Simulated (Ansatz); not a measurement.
Consider this structure.

```cif
data_structure
_symmetry_space_group_name_H-M 'P 1'
_symmetry_Int_Tables_number 1
_cell_length_a 6.4258
_cell_length_b 6.4258
_cell_length_c 6.4258
_cell_angle_alpha 90.000
_cell_angle_beta 90.000
_cell_angle_gamma 90.000
_cell_volume 265.32
loop_
_atom_site_label
_atom_site_type_symbol
_atom_site_fract_x
_atom_site_fract_y
_atom_site_fract_z
_atom_site_occupancy
Al1 Al 0.00000 0.00000 0.47666 1
Al2 Al 0.75000 0.75000 0.75000 1
Al3 Al 0.25000 0.75000 0.25000 1
Al4 Al 0.50000 0.00000 0.00000 1
Al5 Al 0.75000 0.75000 0.25000 1
Al6 Al 0.00000 0.00000 0.00000 1
Al7 Al 0.50000 0.00000 0.50000 1
Al8 Al 0.75000 0.25000 0.25000 1
Al9 Al 0.50000 0.50000 0.97666 1
Al10 Al 0.25000 0.25000 0.25000 1
Al11 Al 0.75000 0.25000 0.75000 1
Al12 Al 0.00000 0.50000 0.50000 1
Al13 Al 0.25000 0.25000 0.75000 1
Al14 Al 0.50000 0.50000 0.50000 1
Al15 Al 0.00000 0.50000 0.00000 1
Al16 Al 0.25000 0.75000 0.75000 1
```

> Work out the structure from the coordinates.

The element is aluminium. The structure has I4mm (No. 107) symmetry and a body-centred tetragonal lattice. The cell holds 16 atoms. About every Al there are eight Al in a distorted cubic arrangement at 2.70 to 2.87 Å. The bonds build a three-dimensional framework.

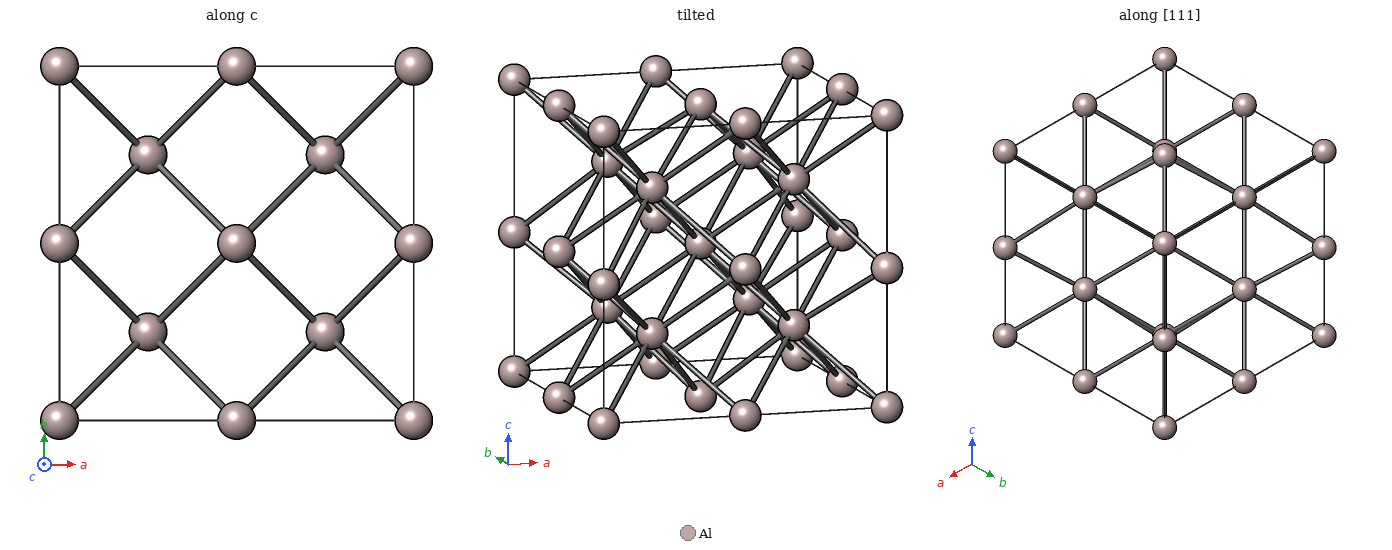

The image is a ball-and-stick drawing of a crystal, viewed along the c axis, slightly off an axis and along [111]. Thin lines show the conventional unit cell, with boundary atoms drawn in all their periodic places. Colours: aluminium light grey.

Origin of the cell: a structure listed in the Materials Project. The cell was then strained or its atoms displaced on purpose. Ansatz was used for an electronic-structure calculation on it.

At this level of theory the cell isn't at rest (forces up to 0.6 eV/Å), so its distances can differ from those at equilibrium, the more so the softer the solid.
